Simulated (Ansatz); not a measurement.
Si: single-point calculation

- system: Si (slab, 16 atoms in the cell)
- method: DFT PBE, scalar-relativistic, plane waves, PAW, PAW set soft_1, no spin polarisation (Ansatz 0.2.0)

The structure derives from a Materials Project entry. Figures and captions count atoms from 1; the log counts them from 0 in places.

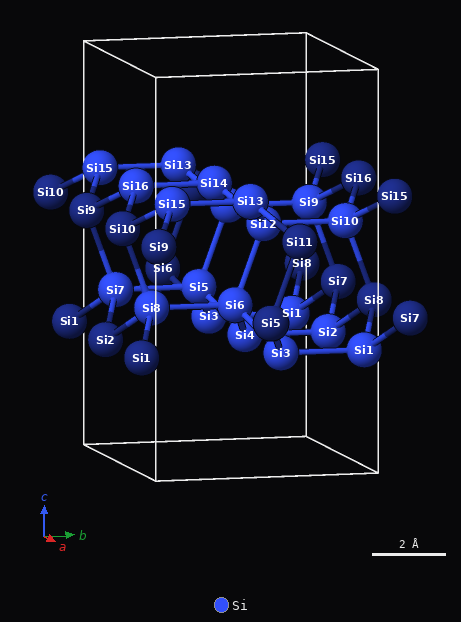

Fig. 1: The input geometry (ball-and-stick view of the cell of the calculation, with the vacuum cut short, seen slightly off an axis; neighbours outside the cell are drawn fainter; atoms are numbered from 1 in the order of the input). An atom can appear more than once, as a periodic image. Near neighbours in the periodic cell (some may lie outside the picture): Si has 3 Si at 2.24 to 2.38 Å; Si has 4 Si at 2.31 to 2.38 Å.

### Input
```yaml
crystal:
  lattice:
    - [7.7021643869, 0.0, 0.0]
    - [0.0, 6.3646811531, 0.0]
    - [0.0, 0.0, 19.7525435111]
  atoms:
    - { symbol: Si, position: [0.0, 0.9370679262, 0.2025055658] }
    - { symbol: Si, position: [0.5, 0.9370679262, 0.2025055658] }
    - { symbol: Si, position: [0.0, 0.5629320738, 0.2025055658] }
    - { symbol: Si, position: [0.5, 0.5629320738, 0.2025055658] }
    - { symbol: Si, position: [0.25, 0.4370679262, 0.258787516] }
    - { symbol: Si, position: [0.75, 0.4370679262, 0.258787516] }
    - { symbol: Si, position: [0.25, 0.0629320738, 0.258787516] }
    - { symbol: Si, position: [0.75, 0.0629320738, 0.258787516] }
    - { symbol: Si, position: [0.25, 0.9333044689, 0.3720589473] }
    - { symbol: Si, position: [0.75, 0.9333044689, 0.3720589473] }
    - { symbol: Si, position: [0.25, 0.5666955311, 0.3720589473] }
    - { symbol: Si, position: [0.75, 0.5666955311, 0.3720589473] }
    - { symbol: Si, position: [0.0, 0.4259907554, 0.4177964983] }
    - { symbol: Si, position: [0.5, 0.4259907554, 0.4177964983] }
    - { symbol: Si, position: [0.0, 0.0740092446, 0.4177964983] }
    - { symbol: Si, position: [0.5, 0.0740092446, 0.4177964983] }
basis:
  ecutwfc: 420
kpoints:
  mp_grid: { grid: [4, 4, 1] }
hamiltonian:
  xc: pbe
  pseudopotentials: { kind: paw, azcp: { folder: soft_1 } }
scf:
  occupations: { method: gaussian, width: 0.05 }
output:
  forces: true
  eigenvalues: true
  write_density: true
  write_potential: true
  elf: true
  volumetric_format: npy
efield:
  axis: 3
  dipole_correction: true
  ramp_width: 0.04
```

Run on 4 threads of Arm Neoverse N1, 98 GiB of memory available, shared host.

Run as:
```bash
ansatz run input.yaml --threads 4 --pin off --max-ram 12288MiB --backend cpu --events-out ev --progress --plain --runs-dir out
```

### The program's output
```
Engine: ansatz 0.2.0, aarch64-unknown-linux-gnu
Pseudopotentials: kind: paw
Pseudopotential: Si, paw, valence charge 4, recommended cutoff 420 eV (normal), [file]
Functional definition: PBE
  parameter kappa = 0.804
  parameter beta = 0.06672455060314922
  exchange = pbe_x(kappa = kappa, mu = beta*pi^2/3)
  correlation = pbe_c(beta = beta)
Crystal: 16 atoms, lattice volume = 968.306 Å³
Basis set: ecut = 420 eV, 18943 PW (Γ), exchange–correlation on 108×90×270 points (8 copies of the dense FFT grid, shifted against one another)
Bands: 48, of which v1, the nominal top of the filled ones, is band 32 counted from 1 (31 counted from 0)
Symmetry: 8 space group operations
Space group: Pmm2 (ITA 25), of the structure as read, at distance tolerance 9.9e-5 Å
k-points: 9 of 16
Non-local potential: Si, projectors of the file, l = 0: 2, l = 1: 2, l = 2: 1
PAW form: soft (Blöchl's): semilocal exchange-correlation on the pseudo side does not see the compensation charge
PAW one-centre angular grid: Si, 110 points (default); XC on 64 Gauss nodes
Initial density: superposition of atomic densities (neutral atoms: chi_scale 0, normalization atom)
Initial wavefunctions: pseudopotential atomic-orbital guess
Functional: x = pbe(κ = 0.804, μ = 0.2195149727645171), c = pbe(β = 0.06672455060314922)
SCF iter   1: F=—  HF=-10167.274150 eV  |F-HF|=—  |Δ(HF+E_count)|=         —  Δρ=2.57e-2  dr2=9.28e0  ethr=3.10e-3  p=-0.000 e·Å  D=-3.72e-8 V/Å  ΔV_dip=0.00 eV  dr2_dipole=2.19e-5  V_vac-E_F(+/−)=6.10/6.10 eV  ⟨swp⟩=10.1  Hψ=2734  notcnv=0  defer=12
efield: sawtooth ramp at fractional position 0.7902 (placed from the atoms, in the widest stretch of the axis that holds none; the zero of the levels goes with the place), width 0.0400; the density the first Hamiltonian is built on has a dipole p = -0.000 e·Å; the dipole correction subtracts the counter field D = -3.72e-8 V/Å, which shifts the + side's vacuum level by +0.00 eV against the − side's; the planar-averaged density in the ramp window peaks in size at 6.5e-8 e/Å³
preconditioner: auto → LDOS  [metal: Δε(μ)=0.051 eV  Ē_g=7.405 eV  σ=0.050 eV  W_gap=0.44  n_scr=80 (ndim 8)  ℏωp=9.5 eV  f_vac=0.547  D(μ)=4.76/eV (n_scr^D=10)  β→1.0]
SCF iter   2: F=—  HF=-10165.388765 eV  |F-HF|=—  |Δ(HF+E_count)|=    1.89e0  Δρ=9.32e-3  dr2=2.09e0  ethr=3.10e-3  p=0.096 e·Å  D=1.80e-2 V/Å  ΔV_dip=-0.36 eV  dr2_dipole=1.21e-1  V_vac-E_F(+/−)=4.31/4.66 eV  ⟨swp⟩=4.2  Hψ=1039  notcnv=0  defer=84
SCF iter   3: F=—  HF=-10165.040610 eV  |F-HF|=—  |Δ(HF+E_count)|=   3.48e-1  Δρ=2.69e-3  dr2=2.34e-1  ethr=3.10e-3  p=0.053 e·Å  D=9.97e-3 V/Å  ΔV_dip=-0.20 eV  dr2_dipole=6.72e-5  V_vac-E_F(+/−)=4.79/4.99 eV  ⟨swp⟩=3.1  Hψ=720  notcnv=0  defer=84
SCF iter   4: F=—  HF=-10164.995405 eV  |F-HF|=—  |Δ(HF+E_count)|=   4.52e-2  Δρ=6.88e-4  dr2=1.31e-2  ethr=3.65e-4  p=0.045 e·Å  D=8.50e-3 V/Å  ΔV_dip=-0.17 eV  dr2_dipole=2.17e-4  V_vac-E_F(+/−)=4.67/4.84 eV  ⟨swp⟩=3.4  Hψ=798  notcnv=0  defer=83
SCF iter   5: F=—  HF=-10164.993639 eV  |F-HF|=—  |Δ(HF+E_count)|=   1.77e-3  Δρ=2.63e-4  dr2=2.27e-3  ethr=2.05e-5  p=0.042 e·Å  D=7.81e-3 V/Å  ΔV_dip=-0.15 eV  dr2_dipole=1.58e-4  V_vac-E_F(+/−)=4.63/4.78 eV  ⟨swp⟩=2.2  Hψ=685  notcnv=0  defer=83
SCF iter   6: F=—  HF=-10164.993645 eV  |F-HF|=—  |Δ(HF+E_count)|=   5.68e-6  Δρ=7.25e-5  dr2=1.52e-4  ethr=3.55e-6  p=0.039 e·Å  D=7.24e-3 V/Å  ΔV_dip=-0.14 eV  dr2_dipole=6.04e-6  V_vac-E_F(+/−)=4.61/4.76 eV  ⟨swp⟩=2.1  Hψ=577  notcnv=0  defer=83
SCF iter   7: F=—  HF=-10164.993646 eV  |F-HF|=—  |Δ(HF+E_count)|=   1.47e-6  Δρ=3.64e-5  dr2=3.08e-5  ethr=2.37e-7  p=0.038 e·Å  D=7.05e-3 V/Å  ΔV_dip=-0.14 eV  dr2_dipole=6.81e-7  V_vac-E_F(+/−)=4.61/4.75 eV  ⟨swp⟩=2.6  Hψ=747  notcnv=0  defer=83
SCF iter   8: F=—  HF=-10164.993716 eV  |F-HF|=—  |Δ(HF+E_count)|=   6.93e-5  Δρ=1.14e-5  dr2=1.94e-6  ethr=4.82e-8  p=0.037 e·Å  D=6.97e-3 V/Å  ΔV_dip=-0.14 eV  dr2_dipole=6.70e-8  V_vac-E_F(+/−)=4.61/4.75 eV  ⟨swp⟩=2.1  Hψ=601  notcnv=0  defer=83
SCF iter   9: F=—  HF=-10164.993718 eV  |F-HF|=—  |Δ(HF+E_count)|=   2.03e-6  Δρ=3.38e-6  dr2=3.64e-7  ethr=3.02e-9  p=0.037 e·Å  D=6.91e-3 V/Å  ΔV_dip=-0.14 eV  dr2_dipole=2.28e-8  V_vac-E_F(+/−)=4.61/4.75 eV  ⟨swp⟩=2.1  Hψ=573  notcnv=0  defer=83
SCF iter  10: F=-10164.993718 eV  HF=-10164.993718 eV  |F-HF|=3.97e-9  |Δ(HF+E_count)|=   8.82e-8  Δρ=9.79e-7  dr2=2.76e-8  ethr=1.56e-10  p=0.037 e·Å  D=6.89e-3 V/Å  ΔV_dip=-0.14 eV  dr2_dipole=1.23e-9  V_vac-E_F(+/−)=4.61/4.75 eV  ⟨swp⟩=28.0  Hψ=4898  notcnv=0
SCF 1 converged in 10 iterations: F = -10164.993718 eV  dr2 = 2.76e-8
  greatest PAW one-centre occupation: 0.648 electrons in one spin orbital (limit 2), on the Si atom at site 3 (counted from 0), in its partial waves of l = 0
```

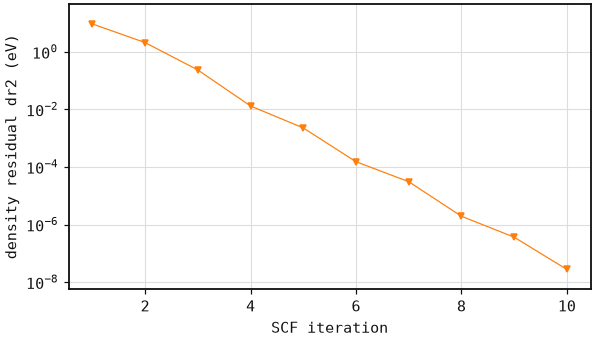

Fig. 2: Convergence of the self-consistent field: density residual dr2 against the SCF iteration. The residual falls at every step.

```
WARN: The output density's exchange-correlation potential varies sharply where the density is thin. Do not read a vacuum level from v_tot or v_xc, or from such a field of the output density. On a cell that repeats whose density bears no net charge and no dipole along the vacuum's axis use v_es (v_loc + v_h of the components); under efield.dipole_correction with no amplitude use v_es + v_field, which holds any external_charges[].barrier, or the levels of the report's work_function block, which leave it out; under a non-zero efield.amplitude the vacuum is tilted and has no level; on a cell that repeats and bears such a dipole with no correction it is tilted too, and efield.dipole_correction with no amplitude gives each side of its ramp a level where efield: is served; in a cell that repeats whose density bears a net charge (total_charge, or a fill off its count) it is curved and has none; of a slab under crystal.periodic whose density bears no net charge use v_es, which has a level on each side, short of where the two are joined; of another it falls or rises all the way out and has none; of a slab beside external_charges read slab_vacuum_level instead, which it has where they leave it neutral. The grid or the basis barely resolves most such structure, and the values can differ between equally converged runs; as a rule a tighter scf.convergence.dr2_threshold does not remove it. Where the density itself ripples (under the LDA too) a higher basis.ecutwfc lessens it. The files hold the spikes' plane waves up to the density's cutoff. Files: v_tot_of_output_density and the like, and their columns of v_z.tsv (output.write_potential); v_xc_of_output_density and the like, and their columns of v_comp_z.tsv (output.write_potential_components). Measured: with its Gaussian average of σ = 0.25 Å subtracted twice, the exchange-correlation potential is over 0.1 eV at 94 of the grid points where the equally averaged density (valence and model cores) is under 1e-3 e/Å³, and 0.304 eV at the most among them, at an averaged density of 8.2e-9 e/Å³. See output.write_potential in the manual, Limitations
SCF converged after 10 iterations
Free energy (F): -10164.993718 eV
Harris-Foulkes:  -10164.993718 eV  (|F-HF|=3.97e-9)
Internal energy: -10164.986610 eV  (E = F + TS)
E sigma→0 (E₀):  -10164.990164 eV
Entropy (-TS):   -0.007108 eV (-0.444 meV/atom)
Fermi energy:    -1.073442 eV
Dipole field:    D = 0.006916 V/Å  (p = 0.037010 e·Å, saw-weighted, corrected)
Work function:   Φ+ = 4.6127 eV   Φ− = 4.7493 eV
Levels:          The Fermi level and band energies are counted from a zero that moves with the ramp; work functions are not
--- Per-component energies (eV) ---
  E_band       = -374.462736
  E_kinetic    = 632.839783
  E_local      = -12100.701357  (includes V_loc(G=0)·N_el)
  E_nonlocal   = 363.709703
  E_hartree    = 5750.903686
  E_xc         = -892.446431
  E_vxc        = -748.885893  (∫ρ·V_xc dr)
  E_paw        = -8182.704390  (= ΣΔE_a)
  E_vpaw       = -23.203860  (= ΣTr[D̂ρ^β])
  E_aug_tail   = 0.000624  (compensation charges beyond the density's cutoff)
  E_efield     = 0.000128  (sawtooth field / dipole correction)
  E_vefield    = -0.022792  (∫n·V_field dr)
  E_ewald      = 4263.411644
  E_smearing   = -0.007108  (= −TS)
  E_closure    = 0.000000  (closes the sum)
  Σ components = -10164.993718   (vs F -10164.993718, Δ=0.00e0)
--- Forces (eV/Å), atoms counted from 1 ---
  atom   1  Si     0.00000000    -0.81319587     0.65631660
  atom   2  Si     0.00000000    -0.81319587     0.65631660
  atom   3  Si     0.00000000     0.81319587     0.65631660
  atom   4  Si     0.00000000     0.81319587     0.65631660
  atom   5  Si     0.00000000     0.03311112    -0.62790725
  atom   6  Si     0.00000000     0.03311112    -0.62790725
  atom   7  Si     0.00000000    -0.03311112    -0.62790725
  atom   8  Si     0.00000000    -0.03311112    -0.62790725
  atom   9  Si     0.00000000    -0.00347280    -0.00738499
  atom  10  Si     0.00000000    -0.00347280    -0.00738499
  atom  11  Si     0.00000000     0.00347280    -0.00738499
  atom  12  Si     0.00000000     0.00347280    -0.00738499
  atom  13  Si     0.00000000    -0.08962839    -0.02104249
  atom  14  Si     0.00000000    -0.08962839    -0.02104249
  atom  15  Si     0.00000000     0.08962839    -0.02104249
  atom  16  Si     0.00000000     0.08962839    -0.02104249
  max |Σ_I F_I| component: 7.25e-5 eV/Å
--- Band table (eV; the first three rows and the last of 9) ---
  k-point 0: bands = ["-12.6134", "-11.3135", "-10.9542", "-10.3026", "-10.0733", "-9.3859", "-9.0075", "-8.9294", "-8.6118", "-8.2780", "-7.8259", "-7.4318", "-6.7836", "-6.4472", "-5.4144", "-5.2678", "-5.0140", "-4.8645", "-4.4268", "-4.3571", "-3.7455", "-3.6751", "-3.4853", "-2.7410", "-2.6837", "-2.3787", "-2.2967", "-2.1575", "-1.9649", "-1.6454", "-1.2135", "-1.1426", "-1.0574", "-0.7991", "0.0863", "0.3695", "0.5794", "1.0218", "1.1340", "1.5098", "1.8311", "1.9395", "1.9462", "1.9908", "2.0972", "2.3480", "2.4293", "2.6599"]
  k-point 1: bands = ["-12.4151", "-11.1236", "-10.9507", "-10.7736", "-9.9657", "-9.6939", "-9.4975", "-9.3012", "-8.3644", "-7.7841", "-7.4723", "-7.2738", "-6.9749", "-6.9476", "-5.5107", "-4.7121", "-4.6806", "-4.3972", "-4.2338", "-3.7653", "-3.5830", "-3.2246", "-3.1055", "-3.0627", "-3.0046", "-2.5859", "-2.5017", "-2.1543", "-2.1337", "-1.7883", "-1.5480", "-1.2293", "-1.1105", "-0.7577", "-0.1397", "0.2364", "0.4763", "0.5880", "0.8832", "1.2168", "1.3316", "1.7764", "1.9546", "2.0731", "2.2033", "2.3644", "2.4368", "2.6997"]
  k-point 2: bands = ["-11.8750", "-11.7915", "-10.6142", "-10.5044", "-10.3365", "-10.1517", "-9.8251", "-9.2199", "-8.0300", "-7.8991", "-7.7222", "-7.6738", "-6.6082", "-6.4884", "-5.1084", "-5.0817", "-3.7615", "-3.7313", "-3.7289", "-3.4530", "-3.3978", "-3.3498", "-3.3425", "-3.1663", "-3.0779", "-3.0693", "-2.2352", "-2.1636", "-2.1173", "-2.0569", "-2.0129", "-1.5752", "-0.8480", "-0.6218", "-0.3464", "-0.0880", "0.5383", "0.7035", "0.7580", "0.8932", "1.0170", "1.1046", "1.2731", "1.3789", "1.9949", "2.0036", "2.0392", "2.0915"]
  k-point 8: bands = ["-11.3470", "-11.3470", "-11.2839", "-11.2839", "-10.1367", "-10.1367", "-9.9878", "-9.9878", "-7.1729", "-7.1729", "-7.0266", "-7.0266", "-5.8383", "-5.8383", "-5.7612", "-5.7612", "-4.4771", "-4.4771", "-4.2700", "-4.2700", "-3.7017", "-3.7017", "-3.5669", "-3.5669", "-3.0603", "-3.0603", "-2.9483", "-2.9483", "-1.7107", "-1.7107", "-1.5005", "-1.5005", "-0.7979", "-0.7979", "-0.5302", "-0.5302", "1.2651", "1.2651", "1.3506", "1.3506", "2.2547", "2.2547", "2.2809", "2.2809", "2.9466", "2.9466", "3.2075", "3.2075"]
```

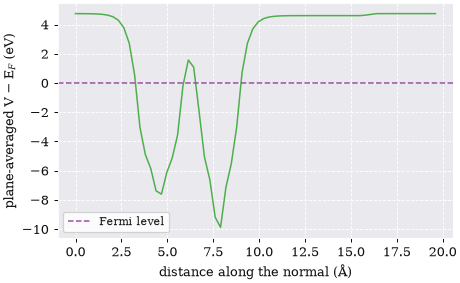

Fig. 3: Plane average of the electrostatic potential energy of an electron across the cell, from the Fermi level. The vacuum level lies 4.61 eV above the Fermi level on the upper side and 4.75 eV on the lower.

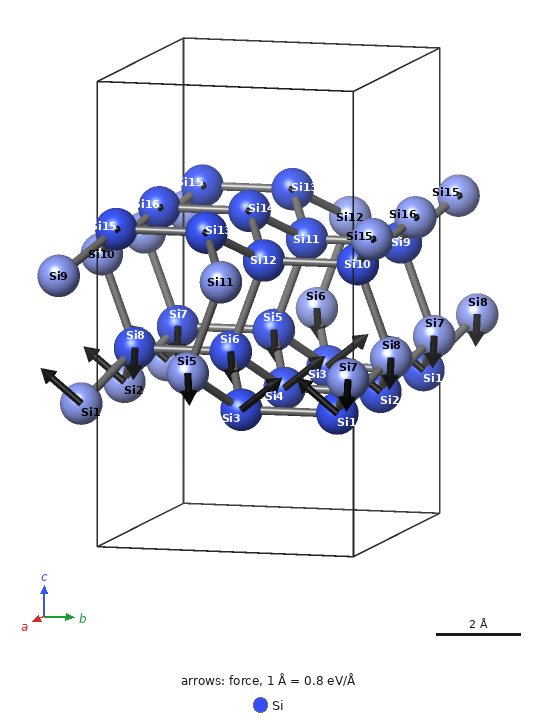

Fig. 4: Forces on the atoms as black arrows (ball-and-stick view of the cell of the calculation, with the vacuum cut short, seen slightly off an axis; neighbours outside the cell are drawn fainter; atoms are numbered from 1 in the order of the input); the smallest are left out. The largest act on Si1, Si2, Si3, Si4 (1.05 eV/Å); Si5, Si6, Si7, Si8 (0.63 eV/Å). The geometry is not a stationary point of this energy.

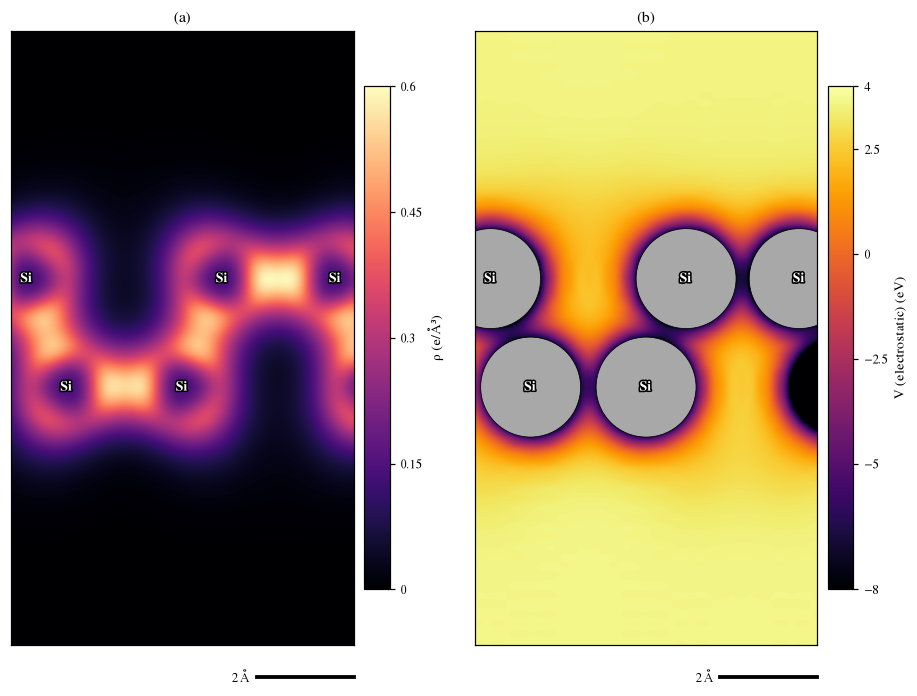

Fig. 5: (a) valence pseudo-density; (b) electrostatic potential (local pseudopotential plus Hartree) felt by an electron on the (100) plane of the calculation cell, a cut from vacuum to vacuum. Grey discs, where drawn, cover atomic cores. Atoms in the plane: Si. Si–Si (2.33 Å): ρ is about 0.59 e/Å³ halfway, a local maximum along the line. Si–Si (2.38 Å): ρ at the midpoint is about 0.55 e/Å³, a local maximum along the line. The density dies away to nearly zero in the vacuum. Core electrons are frozen (PAW), so the fields are smoothed inside the atomic spheres.

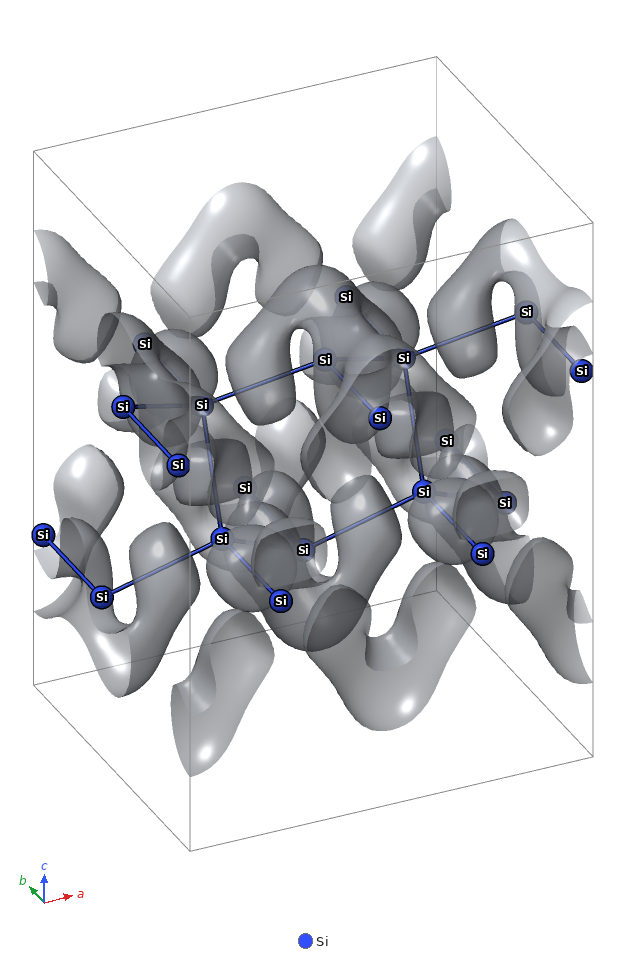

Fig. 6: Isosurface of the ELF at 0.75 (grey), seen at an oblique angle. Only the valence region is drawn (cores and ρ < 0.01 e/Å³ removed). Sticks mark near contacts. Values along the shortest contacts: Si–Si (2.24 Å): the ELF peaks at about 0.95 between the atoms, which marks a covalent bond. Si–Si (2.31 Å): the ELF peaks at about 0.95 between the atoms, as expected for localised, shared-pair bonding.

### Key numbers

| quantity | value |
| --- | --- |
| outcome | converged |
| electrons treated | 64 |
| free energy | −10164.9937 eV |
| work function, top face | 4.61 eV |
| work function, bottom face | 4.75 eV |
| Fermi energy | −1.073 eV |
| gap on the k-point mesh | none (metallic) |
| work function (upper face) | 4.61 eV |
| largest force (length of the vector) | 1.045 eV/Å |
| wall time | 26 s (CPU time 96 s) |
| peak memory | 1.4 GiB |

### Notes

The program warns: the exchange-correlation potential is rough where the density is thin.
